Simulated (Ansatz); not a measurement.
CdI₄

```
Cd I
1.0
     6.23337    0.00000    0.00000
     0.00000    6.23337    0.00000
     0.00000    0.00000    6.23337
Cd I
1 4
Direct
  0.50000 0.50000 0.50000
  0.50000 0.00000 0.00000
  0.00000 0.50000 0.00000
  0.00000 0.00000 0.50000
  0.00000 0.00000 0.00000
```

Space group Pm-3m; a structure generated by program, which may or may not match a known phase.

Level of theory: DFT PBE, scalar-relativistic, plane waves, PAW in Ansatz 0.2.0.

In a PAW calculation such maps are meaningful between the atoms, not at the nuclei.

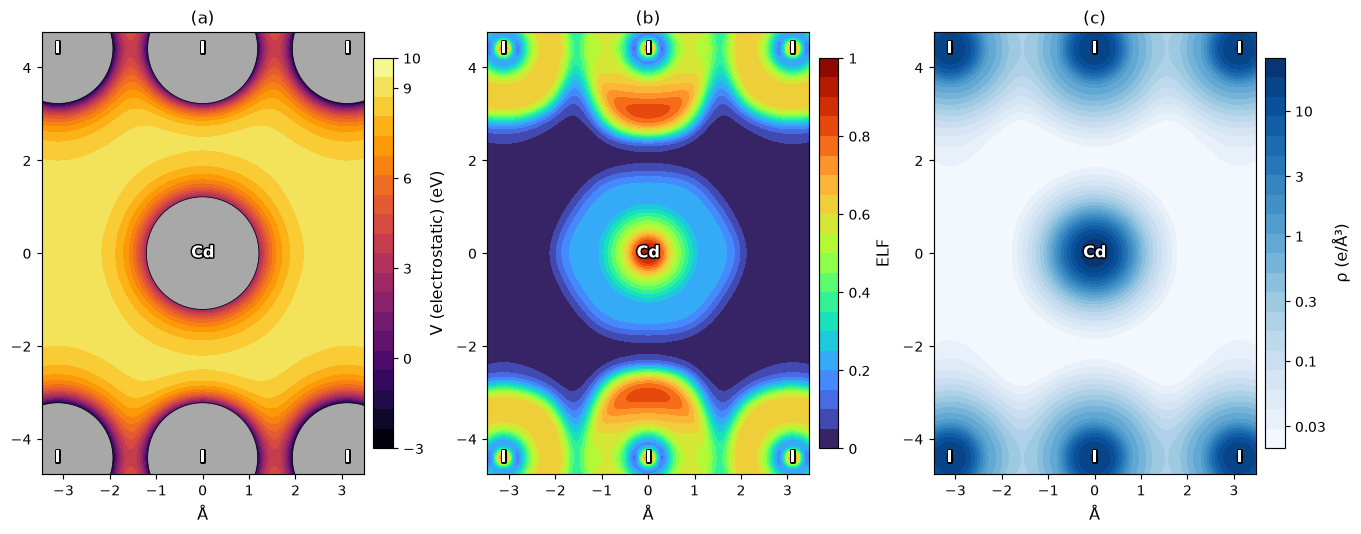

Figure 1. (a) electrostatic potential (local pseudopotential plus Hartree) felt by an electron; (b) electron localisation function; (c) valence pseudo-density on the (011̄) plane of the conventional cell. Grey discs cover the atomic cores in the potential map.

Interpret the plot.

Answer. The section cuts through Cd and I sites.
I–I (3.12 Å): the density is about 0.24 e/Å³ at the midpoint; the ELF is about 0.40 at the midpoint.
Cd–I (4.41 Å): ρ at the midpoint is about 0.02 e/Å³; the ELF peaks at about 0.85 in the valence shell of I, 1.4 Å from its nucleus, and drops to about 0.05 between the two atoms.
The density dies away to nearly zero in the voids.
The ELF also peaks beside I, away from the bonds: lone-pair regions.
The features right at Cd lie inside the PAW spheres, where the map follows smoothed inner orbitals and isn't to be read closely.
Outside the cores the potential energy rises away from the atoms and is highest about 2.8 Å from the nearest atoms; its zero is arbitrary.

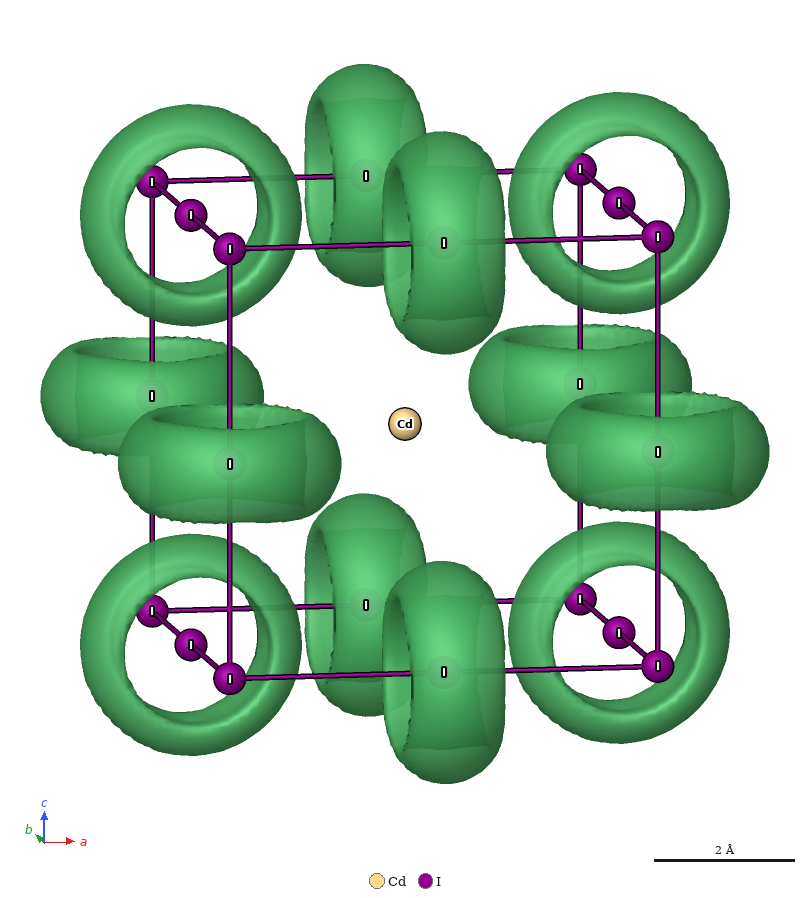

Figure 2. Isosurface of the electron localisation function at 0.75 (green), seen slightly off an axis. Only the valence region is drawn (cores and ρ < 0.01 e/Å³ removed). Sticks mark near contacts.

Describe the localisation domains.

Answer. The ELF exceeds this value in three regions wrapped around I (the valence shell of each), counted in one cell of 5 atoms. Any copies at cell faces, edges or corners count once.

Which way does charge flow, and how much by Bader's partition?

Answer. Electrons move from Cd towards I. Bader charges: Cd +0.42 and I −0.22 to +0.24 e.

Metal or insulator at this level of theory?

Answer. It is gapless in this calculation (a metal or semimetal).
